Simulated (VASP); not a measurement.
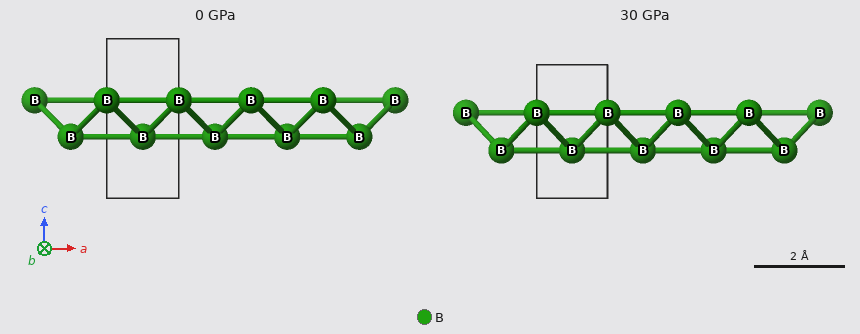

Solid B (a generated structure, set up in Pmmn), relaxed (cell and atoms) at several target pressures. The picture shows the first and the last member. A ball-and-stick model of the cell of the calculation, repeated 3 × 1 × 1 with one cell outlined, seen along the b axis.

Computed with VASP 6.6.1: LDA, VASP PAW LDA potentials, recommended. Settings: plane-wave cutoff 600 eV; k-point mesh 16 × 9 × 7; occupations fermi-dirac; smearing width 0.05 eV; no spin polarisation.

| pressure (GPa) | volume (Å³/atom) | a (Å) | b (Å) | c (Å) |
| --- | --- | --- | --- | --- |
| 0 | 8.187 | 1.618 | 2.824 | 3.584 |
| 2 | ? | ? | ? | ? |
| 5 | 7.697 | 1.609 | 2.797 | 3.420 |
| 10 | 7.330 | 1.603 | 2.767 | 3.305 |
| 20 | 6.769 | 1.597 | 2.727 | 3.109 |
| 30 | 6.402 | 1.586 | 2.694 | 2.997 |

**Estimate the missing row from the others, and compare with the calculation.**

Murnaghan's form V = V₀(1 + B′P/B₀)^(−1/B′), with V₀ = 8.187 Å³ from the row at zero pressure, fits the other rows with B₀ = 71.2 GPa and B′ = 4.00 (largest miss 0.013 Å³). At 2 GPa it gives 8.187 × (1 + 4.00 × 2/71.2)^(−1/4.00) = 7.972 Å³ per atom. The calculation gives 7.964 Å³/atom (a = 1.614 Å, b = 2.813 Å, c = 3.508 Å). The estimate is 0.008 Å³/atom too high. From the first member to the last: B–B 1.820 → 1.777 Å, B–B 1.618 → 1.586 Å.

The whole series:

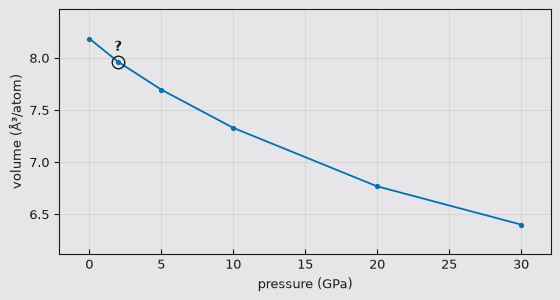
